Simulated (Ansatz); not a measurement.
# BaTiO₃ (slab): what the fields show

```yaml
crystal:
  lattice:
    - [3.96987, 0.00000, 0.00000]
    - [0.00000, 3.96987, 0.00000]
    - [0.00000, 0.00000, 24.92467]
  atoms:
    - { symbol: Ba, position: [0.50000, 0.50000, 0.30506] }
    - { symbol: O, position: [0.00000, 0.00000, 0.30227] }
    - { symbol: Ti, position: [0.00000, 0.00000, 0.37809] }
    - { symbol: O, position: [0.50000, 0.00000, 0.37909] }
    - { symbol: O, position: [0.00000, 0.50000, 0.37909] }
    - { symbol: Ba, position: [0.50000, 0.50000, 0.46210] }
    - { symbol: O, position: [0.00000, 0.00000, 0.46052] }
    - { symbol: Ti, position: [0.00000, 0.00000, 0.53855] }
    - { symbol: O, position: [0.50000, 0.00000, 0.53951] }
    - { symbol: O, position: [0.00000, 0.50000, 0.53951] }
    - { symbol: Ba, position: [0.50000, 0.50000, 0.62396] }
    - { symbol: O, position: [0.00000, 0.00000, 0.62000] }
    - { symbol: Ti, position: [0.00000, 0.00000, 0.69435] }
    - { symbol: O, position: [0.50000, 0.00000, 0.69868] }
    - { symbol: O, position: [0.00000, 0.50000, 0.69868] }
```

Computed without spin polarisation.

Level of theory: Ansatz 0.2.0, DFT PBEsol, scalar-relativistic, plane waves, PAW.

Core electrons are frozen (PAW), and the valence fields are smoothed inside the atomic spheres.

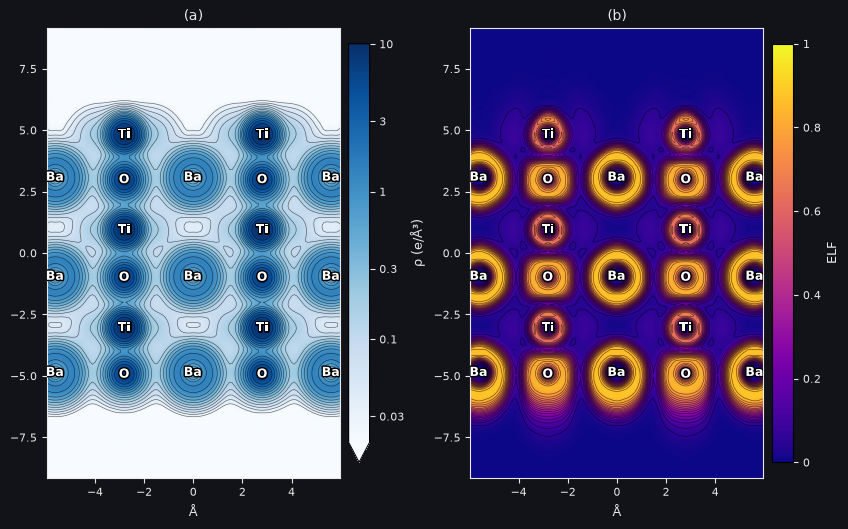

Figure 1. (a) valence pseudo-density; (b) electron localisation function on the (11̄0) plane of the calculation cell, a cut from vacuum to vacuum.

**What does the map show?**

Atoms in the plane: Ba, O and Ti. Ti–O (1.85 Å): ρ at the midpoint is about 0.94 e/Å³; the ELF peaks at about 0.80 in the valence shell of O, 0.6 Å from its nucleus, and is about 0.30 at the midpoint (no shared electron pair shows on this line). Ti–O (1.94 Å): ρ is about 0.73 e/Å³ halfway; the ELF peaks at about 0.85 in the valence shell of O, 0.6 Å from its nucleus, and is about 0.25 at the midpoint (no shared electron pair shows on this line). Ti–O (2.03 Å): the density is about 0.57 e/Å³ at the midpoint; the ELF peaks at about 0.85 in the valence shell of O, 0.6 Å from its nucleus, and is about 0.20 at the midpoint (no localised pair shows between them). Ba–O (2.81 Å): ρ is about 0.2 e/Å³ halfway; the ELF is about 0.15 at the midpoint; a largely ionic contact. The density dies away to nearly zero in the vacuum. The features right at Ba and Ti lie inside the PAW spheres, where the map follows smoothed inner orbitals and isn't to be read closely.

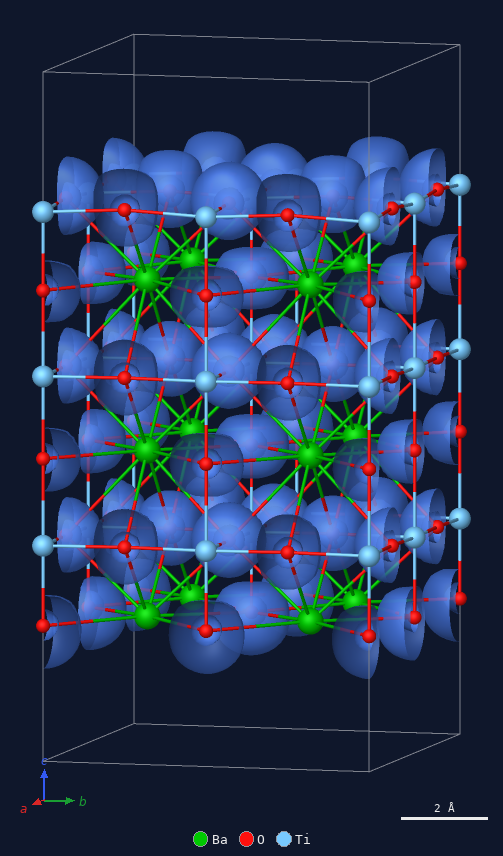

Figure 2. Isosurface of the ELF at 0.7 (blue), seen slightly off an axis. Only the valence region is drawn (cores and ρ < 0.01 e/Å³ removed). Sticks mark near contacts.

**What do the ELF domains correspond to?**

The surface consists of nine regions wrapped around O (the valence shell of each), counted in one cell of 15 atoms. Counts are for one cell; the picture repeats the cell along the surface. Along the contacts the grid gives the following. Ba–O (2.71 Å): the ELF is about 0.15 at the midpoint: a largely ionic contact.

**Does the calculation make it a metal, or give it a gap?**

It is gapped, with a Kohn–Sham gap of 0.51 eV on the k-point mesh, an upper bound to the gap of this method.
